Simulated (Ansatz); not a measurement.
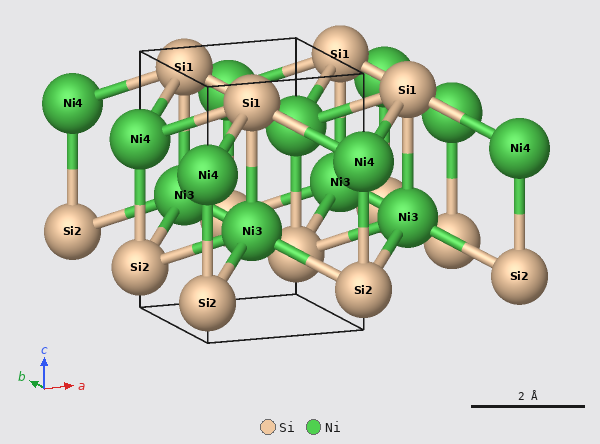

The starting point is solid SiNi (set up in Pmmn). Style: ball-and-stick. Shown: the cell of the calculation, repeated 2 × 2 × 1 with one cell outlined, slightly off an axis.

Theory: DFT PBEsol, scalar-relativistic, plane waves, PAW in Ansatz. (plane-wave cutoff 420 eV; k-point mesh 18 × 16 × 12; occupations gaussian; smearing width 0.1 eV; no spin polarisation)

Change: Biaxial strain in the a–b plane, +4.5 %, is applied. The c axis and the atoms are relaxed.

What is the effect?

Answer. It costs 43.6 meV per atom. Pressure: 0.0 GPa before, −8.4 GPa after. The principal stresses (compression positive) are −11.9 GPa along a, −13.3 GPa along b, none along the third axis. Both are metals. Cell: a 2.995 → 3.130 Å (+4.5 %), b 3.235 → 3.380 Å (+4.5 %), c 4.672 → 4.570 Å (−2.2 %). Volume +6.8 %. The largest moves relative to the cell, 0.007 Å, are those of Ni3 and Ni4. Ni4 goes along −c. Si stays in place. Some distances before and after: Ni–Si 2.369 → 2.458 Å, Ni–Si 2.336 → 2.275 to 2.295 Å. The space group stays Pmmn (No. 59).

Drawn alike, the variant:

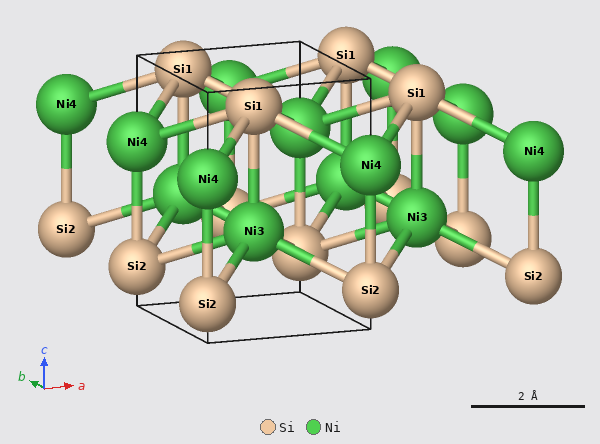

Limits of the set-up: an element that often carries a moment was run without spin polarisation.
